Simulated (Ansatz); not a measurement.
**Run report: Hf, field-gradient calculation**

The run: field-gradient calculation of Hf (R-3m, 1 atom in the cell). Method and program: DFT, PBE, PAW with Ansatz's default frozen-core files, scalar-relativistic, no spin polarisation (Ansatz 0.2.0).

The structure derives from an entry of the Crystallography Open Database. It belongs to a series of runs on one base structure; here: equal xy, yz and zx shear strains of +1 %, PAW files. Figures and captions count atoms from 1; the log counts them from 0 in places.

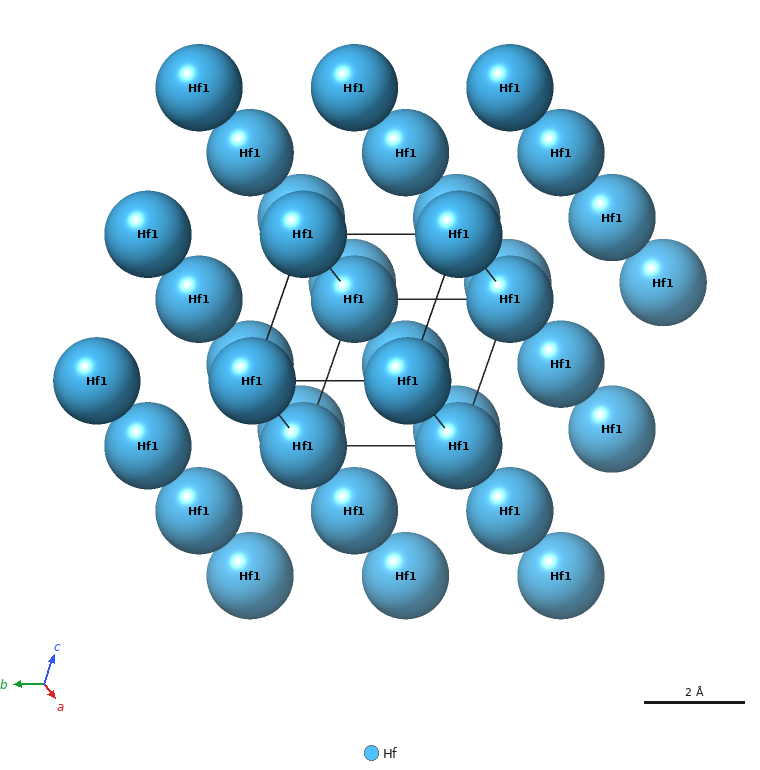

The input geometry (spheres-only view of the cell of the calculation, repeated 3 × 2 × 2, seen at an oblique angle; atoms are numbered from 1 in the order of the input).

## The input
```yaml
crystal:
  lattice:
    - [-1.78695, 1.805, 1.805]
    - [1.805, -1.78695, 1.805]
    - [1.805, 1.805, -1.78695]
  atoms:
    - { symbol: Hf, position: [0.0, 0.0, 0.0] }
kpoints:
  mp_grid: { grid: [14, 14, 14] }
scf:
  occupations: { method: fermi_dirac, width: 0.05 }
hamiltonian:
  xc: pbe
  pseudopotentials: { kind: paw }
output:
  forces: true
  stress: true
  eigenvalues: true
  efg: { contact_densities: true }
  write_density: true
  write_potential: true
  elf: true
  volumetric_format: npy
```

Hardware: 1 thread of Arm Neoverse V1, 24 GiB of memory available, shared host.

Run as:
```bash
ansatz run input.yaml --threads 1 --pin off --max-ram 3072MiB --backend cpu --events-out ev --progress --plain --runs-dir out
```

## What the program printed
```
Hf: output.efg is read without spin–orbit coupling, which moves field gradients at and beside such atoms by some per cent and up to a factor of two; PAW files take it under magnetization.noncollinear and magnetization.spin_orbit
Engine: ansatz 0.2.0, aarch64-unknown-linux-gnu
Pseudopotentials: kind: paw
Pseudopotential: Hf, paw, valence charge 26, recommended cutoff 420 eV (normal), Hf.paw.azcp
Functional definition: PBE
  parameter kappa = 0.804
  parameter beta = 0.06672455060314922
  exchange = pbe_x(kappa = kappa, mu = beta*pi^2/3)
  correlation = pbe_c(beta = beta)
Crystal: 1 atoms, lattice volume = 23.521 Å³
Basis set: ecut = 420 eV, 459 PW (Γ), exchange–correlation on 48×48×48 points (8 copies of the dense FFT grid, shifted against one another)
Bands: 17, of which v1, the nominal top of the filled ones, is band 13 counted from 1 (12 counted from 0)
Symmetry: 12 space group operations
Space group: R-3m (ITA 166), of the structure as read, at distance tolerance 2.9e-5 Å
k-points: 288 of 2744
Non-local potential: Hf, projectors of the file, l = 0: 3, l = 1: 2, l = 2: 2, l = 3: 3
PAW form: soft (Blöchl's): semilocal exchange-correlation on the pseudo side does not see the compensation charge
PAW one-centre angular grid: Hf, 590 points (default); XC on 64 Gauss nodes
Initial density: superposition of atomic densities (neutral atoms: chi_scale 0, normalization atom), corrected by the library's trained network
Initial wavefunctions: pseudopotential atomic-orbital guess
Functional: x = pbe(κ = 0.804, μ = 0.2195149727645171), c = pbe(β = 0.06672455060314922)
SCF iter   1: F=—  HF=-15721.169683 eV  |F-HF|=—  |Δ(HF+E_count)|=         —  Δρ=2.22e-3  dr2=5.53e-4  ethr=1.77e-3  ⟨swp⟩=5.0  Hψ=20742  notcnv=0
preconditioner: auto → Kerker (q_TF=auto, 2.774 Å⁻¹)  [metal: Δε(μ)=0.006 eV  Ē_g=18.378 eV  σ=0.050 eV  W_gap=0.03  n_scr=12 (ndim 8)  ℏωp=37.5 eV  f_vac=0.000  D(μ)=2.22/eV (n_scr^D=18)]
SCF iter   2: F=—  HF=-15721.169623 eV  |F-HF|=—  |Δ(HF+E_count)|=   6.04e-5  Δρ=1.34e-3  dr2=2.27e-4  ethr=2.13e-6  ⟨swp⟩=2.6  Hψ=10648  notcnv=0
SCF iter   3: F=—  HF=-15721.169644 eV  |F-HF|=—  |Δ(HF+E_count)|=   2.11e-5  Δρ=2.02e-4  dr2=6.86e-6  ethr=8.75e-7  ⟨swp⟩=1.8  Hψ=5371  notcnv=0
SCF iter   4: F=—  HF=-15721.169644 eV  |F-HF|=—  |Δ(HF+E_count)|=   1.02e-7  Δρ=1.20e-4  dr2=2.14e-6  ethr=2.64e-8  ⟨swp⟩=2.0  Hψ=8448  notcnv=0
SCF iter   5: F=—  HF=-15721.169642 eV  |F-HF|=—  |Δ(HF+E_count)|=   1.49e-6  Δρ=3.43e-5  dr2=1.28e-7  ethr=8.23e-9  ⟨swp⟩=2.1  Hψ=8464  notcnv=0
SCF iter   6: F=-15721.169642 eV  HF=-15721.169642 eV  |F-HF|=8.66e-9  |Δ(HF+E_count)|=   7.26e-8  Δρ=8.08e-6  dr2=1.56e-8  ethr=3.85e-10  ⟨swp⟩=8.8  Hψ=32717  notcnv=0
SCF 1 converged in 6 iterations: F = -15721.169642 eV  dr2 = 1.56e-8
  greatest PAW one-centre occupation: 0.998 electrons in one spin orbital (limit 2), on the Hf atom at site 0 (counted from 0), in its partial waves of l = 0
```

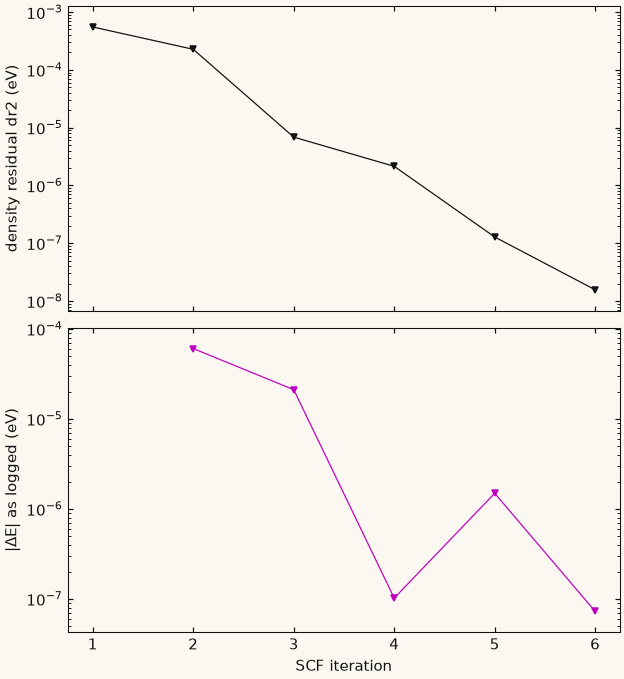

Convergence of the self-consistent field: density residual dr2 and size of the energy change against the SCF iteration. The residual falls at every step.

```
SCF converged after 6 iterations
Free energy (F): -15721.169642 eV
Harris-Foulkes:  -15721.169642 eV  (|F-HF|=8.66e-9)
Internal energy: -15721.151799 eV  (E = F + TS)
E sigma→0 (E₀):  -15721.160721 eV
Entropy (-TS):   -0.017843 eV (-17.843 meV/atom)
Fermi energy:    18.495409 eV
--- Per-component energies (eV) ---
  E_band       = 6.328923
  E_kinetic    = 422.654976
  E_local      = -5202.495231  (includes V_loc(G=0)·N_el)
  E_nonlocal   = -1244.664046
  E_hartree    = 2436.415990
  E_xc         = -299.361993
  E_vxc        = -265.227839  (∫ρ·V_xc dr)
  E_paw        = -6927.232617  (= ΣΔE_a)
  E_vpaw       = 1423.240252  (= ΣTr[D̂ρ^β])
  E_aug_tail   = -0.000001  (compensation charges beyond the density's cutoff)
  E_ewald      = -4906.468877
  E_smearing   = -0.017843  (= −TS)
  E_closure    = -0.000000  (closes the sum)
  Σ components = -15721.169642   (vs F -15721.169642, Δ=0.00e0)
--- Forces (eV/Å), atoms counted from 1 ---
  atom   1  Hf    -0.00000000     0.00000000     0.00000000
  max |Σ_I F_I| component: 1.31e-31 eV/Å
--- Stress (GPa, compression-positive) ---
       -4.894371      -0.493559      -0.493559
       -0.493559      -4.894371      -0.493559
       -0.493559      -0.493559      -4.894371
  P = ⅓ Tr σ = -4.8944 GPa (-48.944 kbar)
--- PAW observables at the nuclei: V_zz in 10²¹ V/m², potentials from the cell's mean, atoms counted from 1 ---
  atom   1  Hf V_zz =    -1.995843   η = 0.0000   by run symmetry: allowed
            electrostatic potential = -14182.285430 V   contact ρ = 7528664.794154 e/Å³
--- Band table (eV; the first three rows and the last of 288) ---
  k-point 0: bands = ["-43.1849", "-11.5101", "-11.4912", "-11.4912", "6.8442", "6.8474", "6.8474", "6.9076", "6.9091", "6.9091", "6.9341", "11.6333", "19.9082", "19.9082", "20.1177", "22.6264", "22.6264"]
  k-point 1: bands = ["-43.1823", "-11.5411", "-11.5068", "-11.4914", "6.8455", "6.8492", "6.8497", "6.9058", "6.9081", "6.9084", "6.9312", "11.8089", "19.7899", "19.8922", "20.2487", "22.4513", "22.6300"]
  k-point 2: bands = ["-43.1751", "-11.6381", "-11.5392", "-11.4919", "6.8484", "6.8549", "6.8561", "6.9005", "6.9048", "6.9066", "6.9246", "12.3139", "19.4794", "19.6772", "20.7384", "22.1779", "22.6564"]
  k-point 287: bands = ["-43.0896", "-12.0000", "-12.0000", "-11.9626", "6.8303", "6.8735", "6.8735", "6.8735", "6.9147", "6.9161", "6.9161", "16.1312", "16.1312", "24.7338", "24.9868", "24.9868", "25.2806"]
```

## File rho_z.tsv
```
# z_ang	rho[e/angstrom^3]
# format = ansatz-planar-average/11
# lattice	-1.786950000	1.805000000	1.805000000
# lattice	1.805000000	-1.786950000	1.805000000
# lattice	1.805000000	1.805000000	-1.786950000
# sites	1
# site	72	0.000000000	0.000000000	0.000000000
0.000000	2.971660e0
0.129832	2.836547e0
0.259664	2.469173e0
0.389496	1.966386e0
0.519328	1.442926e0
0.649159	9.896753e-1
0.778991	6.514100e-1
0.908823	4.293439e-1
1.038655	2.990296e-1
1.168487	2.295962e-1
1.298319	1.956242e-1
1.428151	1.807715e-1
1.557983	1.766536e-1
1.687815	1.807715e-1
1.817646	1.956242e-1
1.947478	2.295962e-1
2.077310	2.990296e-1
2.207142	4.293439e-1
2.336974	6.514100e-1
2.466806	9.896753e-1
2.596638	1.442926e0
2.726470	1.966386e0
2.856302	2.469173e0
2.986133	2.836547e0
```

## File v_z.tsv
```
# z_ang	v_es[eV]	v_tot[eV]
# format = ansatz-planar-average/11
# xc	pbe
# density_cutoff_ev	1680
# datasets	Hf=:simpson_from_first_knot:soft
# lattice	-1.786950000	1.805000000	1.805000000
# lattice	1.805000000	-1.786950000	1.805000000
# lattice	1.805000000	1.805000000	-1.786950000
# sites	1
# site	72	0.000000000	0.000000000	0.000000000
0.000000	5.635921e0	-8.616659e0
0.129832	5.776420e0	-8.331225e0
0.259664	6.217806e0	-7.484644e0
0.389496	7.007917e0	-6.097623e0
0.519328	8.196098e0	-4.215330e0
0.649159	9.778886e0	-1.937434e0
0.778991	1.164740e1	5.866298e-1
0.908823	1.358451e1	3.130516e0
1.038655	1.535230e1	5.419642e0
1.168487	1.675425e1	7.215498e0
1.298319	1.771458e1	8.416378e0
1.428151	1.827272e1	9.067439e0
1.557983	1.845558e1	9.264103e0
1.687815	1.827272e1	9.067439e0
1.817646	1.771458e1	8.416378e0
1.947478	1.675425e1	7.215498e0
2.077310	1.535230e1	5.419642e0
2.207142	1.358451e1	3.130516e0
2.336974	1.164740e1	5.866298e-1
2.466806	9.778886e0	-1.937434e0
2.596638	8.196098e0	-4.215330e0
2.726470	7.007917e0	-6.097623e0
2.856302	6.217806e0	-7.484644e0
2.986133	5.776420e0	-8.331225e0
```

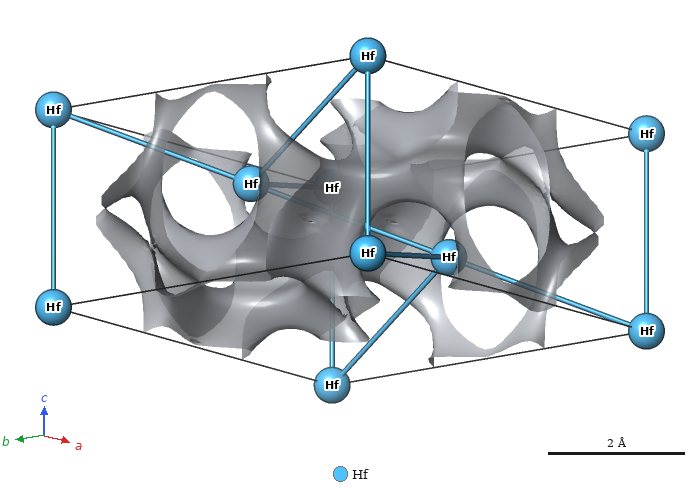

Isosurface of the ELF at 0.45 (grey), seen at an oblique angle. Only the valence region is drawn (cores and ρ < 0.01 e/Å³ removed). Sticks mark near contacts. The outline is the cell set on symmetry axes. The ELF exceeds this value in one network that runs through the whole crystal, counted in one cell of 3 atoms.  Values along the shortest contacts: Hf–Hf (3.12 Å): the ELF is about 0.20 at the midpoint; no localised pair between them. Hf–Hf (3.16 Å): the ELF is about 0.25 at the midpoint; no shared electron pair. The fields are those of the smooth PAW valence density.

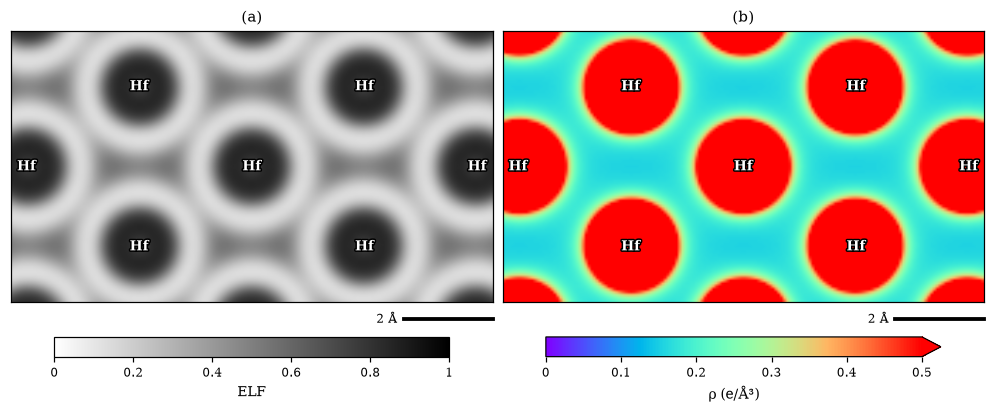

(a) ELF; (b) valence charge density (pseudo) on the (101) plane of the conventional cell. Hf–Hf (3.12 Å): ρ at the midpoint is about 0.19 e/Å³; the ELF is about 0.20 at the midpoint (no shared electron pair). Away from the nuclei the density in this plane falls to 0.16 e/Å³ at its lowest. The ELF has a maximum of about 0.55 in the space between the atoms. The strong features right at Hf lie inside the PAW spheres (semicore, d or f shells) and say nothing about bonding.

## Key numbers

| quantity | value |
| --- | --- |
| outcome | converged |
| space group (tolerance 0.01 Å) | R-3m (166) |
| electrons treated | 26 |
| free energy | −15721.1696 eV |
| Fermi energy | 18.495 eV |
| pressure | −4.89 GPa |
| field gradient V_zz (10²¹ V/m²) | Hf −2.00 |
| largest force (length of the vector) | under 0.001 eV/Å |
| wall time | 10 s |
| peak memory | 0.44 GiB |

## Remarks

Warnings of the run: the field gradients leave out spin–orbit coupling. Spin–orbit coupling is left out, which matters for Hf.
